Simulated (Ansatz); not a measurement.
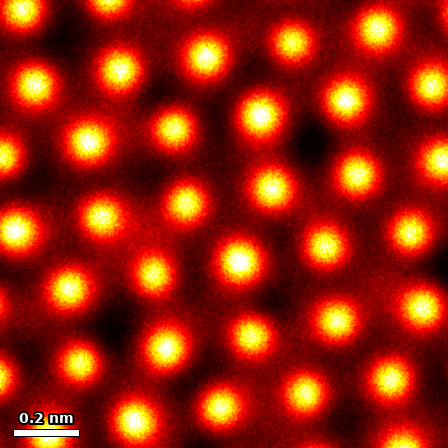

An image along [001] of one of the structures below (computed or model cells, partly hypothetical, each in its standard cell). Simulated as the projected potential of neutral atoms (B = 0.5 Å²) blurred by a 0.83 Å probe, the thin-sample limit of integrated differential phase contrast. Shot noise and the speckle of an amorphous layer were added.

A. Pd
Space group P6_3/mmc (No. 194). a = 2.835 Å, b = 2.835 Å, c = 9.411 Å, α = 90.00°, β = 90.00°, γ = 120.00°
```
atom  site  symmetry       x       y       z
  Pd    2a      -3m.  0.0000  0.0000  0.0000
  Pd    2c      -6m2  0.3333  0.6667  0.2500
```

B. Pd
Space group Pm-3m (No. 221). a = 2.564 Å, b = 2.564 Å, c = 2.564 Å, α = 90.00°, β = 90.00°, γ = 90.00°
```tsv
atom	site	symmetry	x	y	z
Pd	1a	m-3m	0.0000	0.0000	0.0000
```

C. Pd
Space group Cmcm (No. 63). a = 2.714 Å, b = 8.839 Å, c = 2.742 Å, α = 90.00°, β = 90.00°, γ = 90.00°
| atom | site | symmetry | x | y | z |
| --- | --- | --- | --- | --- | --- |
| Pd | 4c | m2m | 0.0000 | 0.6331 | 0.2500 |

D. Pd
Space group P6/mmm (No. 191). a = 4.384 Å, b = 4.384 Å, c = 2.608 Å, α = 90.00°, β = 90.00°, γ = 120.00°
```csv
atom,site,symmetry,x,y,z
Pd,1a,6/mmm,0.0000,0.0000,0.0000
Pd,2d,-6m2,0.3333,0.6667,0.5000
```

Which structure was imaged?

C, Pd. Along [001] the projected cells are A 2.83 × 2.83 Å, 120°; B 2.56 × 2.56 Å, 90°; C 2.71 × 4.62 Å, 107°; D 2.53 × 2.53 Å, 120°. The image repeats as C does.

Structure C: the geometry relaxed with DFT, revPBE, plane waves (420 eV) with PAW, scalar-relativistic in Ansatz; the starting structure was generated, so it need not be a known form of this composition.
